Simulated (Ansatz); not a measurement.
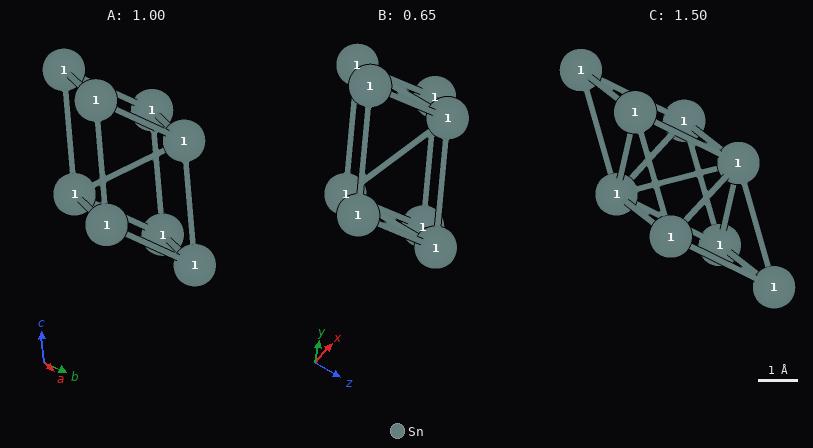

A scan of solid Sn (Im-3m): the ratio of the cell's length along z to its lengths across, counted as 1 for the reference, is changed at fixed volume (a tetragonal or Bain path), with the atoms kept at their fractional coordinates. x, y and z are the Cartesian axes of the input. Style: ball-and-stick. Shown: the cell of the calculation, slightly off an axis.

All numbers below come from Ansatz, DFT PBEsol, scalar-relativistic, plane waves, PAW. (plane-wave cutoff 420 eV; k-point mesh 20 × 20 × 20; occupations gaussian; smearing width 0.15 eV; no spin polarisation). Energies (free energies at the smearing named) are counted from the cell as listed in its source, which wasn't relaxed.

Q: Rank the frames from lowest to highest energy.

A: Lowest first: C (the relative ratio 1.50, −8.1 meV/atom), A (the relative ratio 1.00, 0.0 meV/atom), B (the relative ratio 0.65, 160.6 meV/atom). Over the whole scan: the lowest computed point lies at the relative ratio 0.85 (−11.4 meV/atom). A local maximum lies at 1.00 (0.0 meV/atom). The end points stand at 160.6 meV/atom (0.65) and −8.1 meV/atom (1.50). The unrelaxed reference is under a pressure of −2.2 GPa. The distortion takes the space group from Im-3m to I4/mmm. At the relative ratio 1.50 the cell of the drawing goes a 3.282 → 3.412 Å, b 3.282 → 3.412 Å, c 3.282 → 3.412 Å, α 109.5° → 122.0°, β 109.5° → 122.0°, γ 109.5° → 86.6°.
